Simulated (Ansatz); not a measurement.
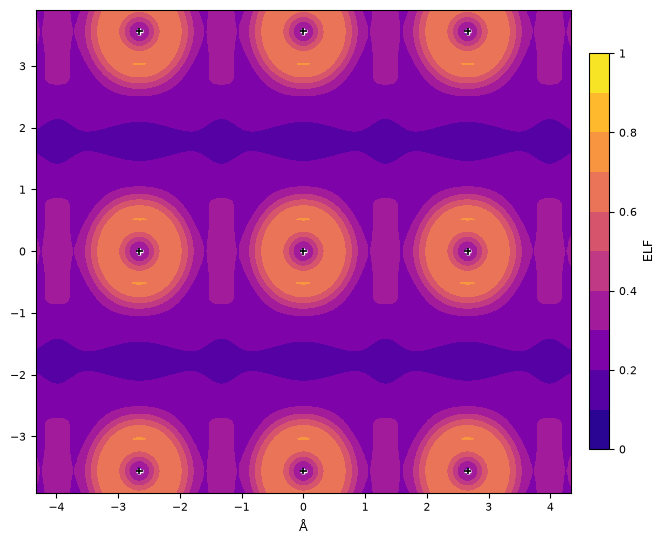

The ELF on a plane through atoms (crosses mark nuclei in the plane).

The calculation used DFT, r2SCAN, plane waves (500 eV) with PAW, scalar-relativistic in Ansatz.

Candidates:
A. Ir, a = 2.66 Å, b = 6.55 Å, c = 3.56 Å, α = 90.00°, β = 90.00°, γ = 90.00°. Space group Cmcm; set up as Ir, beta-Sn type; a generated structure, not necessarily the stable one; the program warned that a starting moment wasn't kept; spin-polarised, but the moments vanished.
B. Ru, a = 2.73 Å, b = 2.73 Å, c = 8.75 Å, α = 90.00°, β = 90.00°, γ = 120.00°. Space group P6₃/mmc; set up as Ru, dhcp; a generated structure, not necessarily the stable one; changed on purpose from its base cell (volume × 1.04); computed pressure about −12 GPa in this cell; the program warned that a starting moment wasn't kept; spin-polarised, but the moments vanished.
C. Pt, a = 2.84 Å, b = 2.84 Å, c = 4.95 Å, α = 90.00°, β = 90.00°, γ = 120.00°. Space group P6₃/mmc; set up as Pt, hcp; a generated structure, not necessarily the stable one; changed on purpose from its base cell (volume × 1.12); computed pressure about −22 GPa in this cell; spin-polarised.

Q: Which candidate gave the map?

A: Candidate A: Ir on the (010) plane of the conventional cell, which holds Ir. Ir–Ir (2.66 Å): the ELF is about 0.35 at the midpoint.
